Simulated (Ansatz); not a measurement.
Ni (Fm-3m, No. 225): the geometry relaxed with Ansatz, DFT r2SCAN, scalar-relativistic, plane waves, PAW; the starting structure was generated, so it need not be a known form of this composition.

```cif
data_structure
_symmetry_space_group_name_H-M 'Fm-3m'
_symmetry_Int_Tables_number 225
_cell_length_a 3.4775
_cell_length_b 3.4775
_cell_length_c 3.4775
_cell_angle_alpha 90.000
_cell_angle_beta 90.000
_cell_angle_gamma 90.000
_cell_volume 42.05
loop_
_atom_site_label
_atom_site_type_symbol
_atom_site_symmetry_multiplicity
_atom_site_Wyckoff_symbol
_atom_site_fract_x
_atom_site_fract_y
_atom_site_fract_z
_atom_site_occupancy
Ni1 Ni 4 b 0.50000 0.00000 0.00000 1
```

Q: What will an integrated-DPC-like image along [211] show? Simulated as the projected potential of neutral atoms (B = 0.5 Å²) blurred by a 0.62 Å probe, the thin-sample limit of integrated differential phase contrast. The display is stretched by a gamma of 0.65; percentages refer to the linear signal. Shot noise and a slight drift were added.

A: The columns repeat on a rectangular net of 1.23 × 2.01 Å (plane group p2mm). All columns are alike (Ni). The shortest distance between visible columns is 1.23 Å in projection. Along the beam the structure repeats every 4.26 Å.

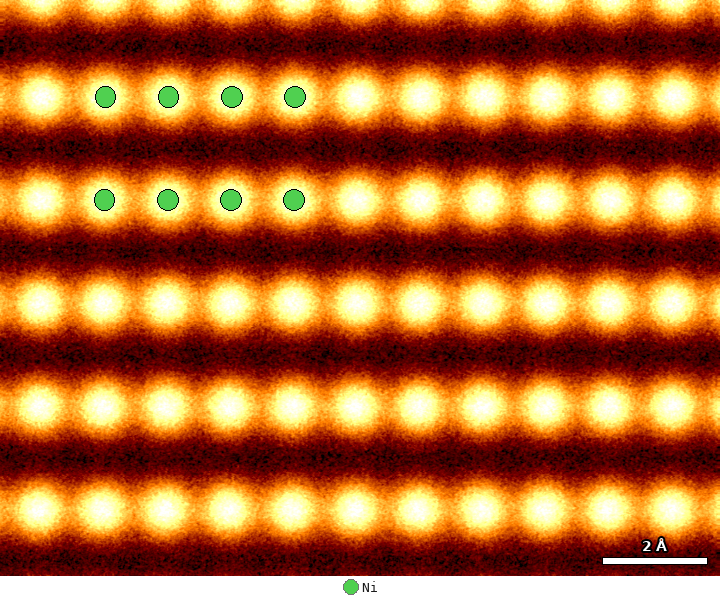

The simulated image, with the columns of the model marked in one corner.
